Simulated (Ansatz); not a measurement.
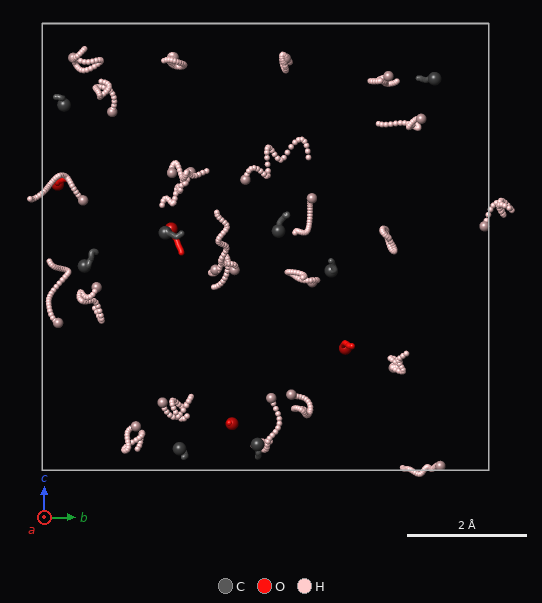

A Born-Oppenheimer molecular dynamics run of a periodic cell with 4 CH3CH2OH at 0.717 g/cm³, 30 fs long. It starts from the last geometry of an earlier run, with fresh velocities. Dots mark each atom's position at evenly spaced times, in the colour of its element; spheres stand at the starting positions. Seen along the a axis in the simulation cell.

Method: DFT r2SCAN-D3(BJ), scalar-relativistic, plane waves, PAW in Ansatz 0.2.0. Set-up: plane-wave cutoff 500 eV; k-point mesh 1 × 1 × 1; Fermi-Dirac smearing 0.05 eV; low-accuracy preset; constant energy (NVE); velocities drawn for 1500 K; time step 0.5 fs.

Input file:
```yaml
accuracy: low
crystal:
  lattice:
    - [7.529072, 0.0, 0.0]
    - [0.0, 7.529072, 0.0]
    - [0.0, 0.0, 7.529072]
  atoms:
    - { symbol: C, position: [0.45301443, 0.30744443, 0.0481382] }
    - { symbol: C, position: [0.34417036, 0.4821029, 0.05757459] }
    - { symbol: O, position: [0.16569587, 0.4250567, 0.10414169] }
    - { symbol: H, position: [0.09685927, 0.51290926, 0.16148989] }
    - { symbol: H, position: [0.38821457, 0.55781663, 0.1692452] }
    - { symbol: H, position: [0.33809893, 0.54570203, -0.0782687] }
    - { symbol: H, position: [0.5860652, 0.26955086, 0.15146735] }
    - { symbol: H, position: [0.36162595, 0.20987422, 0.09816888] }
    - { symbol: H, position: [0.52500019, 0.29421972, -0.07548972] }
    - { symbol: C, position: [0.97125379, 0.52904153, 0.53550306] }
    - { symbol: C, position: [1.09469966, 0.64714395, 0.44668421] }
    - { symbol: O, position: [0.99761615, 0.67868124, 0.27301278] }
    - { symbol: H, position: [1.02490592, 0.78713066, 0.22923241] }
    - { symbol: H, position: [1.10218113, 0.76594224, 0.53569557] }
    - { symbol: H, position: [1.2327171, 0.60443852, 0.42095181] }
    - { symbol: H, position: [1.04866969, 0.45494171, 0.65037233] }
    - { symbol: H, position: [0.87381691, 0.6039402, 0.60882458] }
    - { symbol: H, position: [0.90577525, 0.43072066, 0.44823057] }
    - { symbol: C, position: [0.16831538, 0.8785617, 0.87662571] }
    - { symbol: C, position: [0.07261432, 1.04888101, 0.81779609] }
    - { symbol: O, position: [0.00605149, 1.03474391, 0.64025912] }
    - { symbol: H, position: [-0.10808684, 1.0915015, 0.6040342] }
    - { symbol: H, position: [-0.03729393, 1.06959154, 0.92319988] }
    - { symbol: H, position: [0.1580526, 1.15688445, 0.80219446] }
    - { symbol: H, position: [0.23158912, 0.89136715, 1.0095893] }
    - { symbol: H, position: [0.06670988, 0.7752323, 0.88224804] }
    - { symbol: H, position: [0.2808206, 0.84861818, 0.78665891] }
    - { symbol: C, position: [0.61881296, 0.09471487, 0.45722345] }
    - { symbol: C, position: [0.5508256, 0.27564332, 0.53160938] }
    - { symbol: O, position: [0.3679391, 0.28892263, 0.54035329] }
    - { symbol: H, position: [0.32267461, 0.33235498, 0.66725329] }
    - { symbol: H, position: [0.63836947, 0.29066307, 0.66564849] }
    - { symbol: H, position: [0.60389539, 0.38798554, 0.44869605] }
    - { symbol: H, position: [0.76606932, 0.1218558, 0.40966878] }
    - { symbol: H, position: [0.6103547, -0.00976877, 0.54611849] }
    - { symbol: H, position: [0.5606779, 0.03574688, 0.329752] }
basis:
  ecutwfc: 500.0
kpoints:
  mp_grid: { grid: [1, 1, 1] }
hamiltonian:
  xc: r2scan
  dispersion: d3bj
scf:
  occupations: { method: fermi_dirac, width: 0.05 }
  lower_state_search: "off"
md:
  timestep: 0.5
  n_steps: 60
  ensemble: nve
  temperature: 1500.0
  initial_velocities: maxwell_boltzmann
  seed: 715278
```

Run as
```bash
ansatz run input.yaml --threads 1 --pin off --max-ram 3072MiB --backend cpu --events-out ev --progress --plain --runs-dir out
```

Question: How do the atoms move?

Answer: Root-mean-square distances from the starting positions over the second half, with the common drift of all atoms taken out: H 0.60 Å, O 0.30 Å, C 0.24 Å. The heavy atoms stay within a fraction of a molecule's size of their starting places, while the hydrogen atoms travel further, as molecules turn; so short a run doesn't tell a liquid from a solid. Over the second half the temperature averages 1174 K (spread ±48 K). The potential energy in the second half lies on average 41.1 meV per atom above the first frame. The total energy stays between −0.49 and 0.63 meV per atom of its start. A straight-line fit has a slope that amounts to −0.039 meV per atom over 30 fs (under 0.1 % of the mean kinetic energy), and the ripple about it is 1.9 % of the kinetic energy's fluctuation. With a drift under 2 % and a ripple under 7 %, the integration is accurate.

Limits of the set-up: the program's low-accuracy preset was used; the periodic images lie only 7.5 Å apart, so the values are limited by the cell's size.
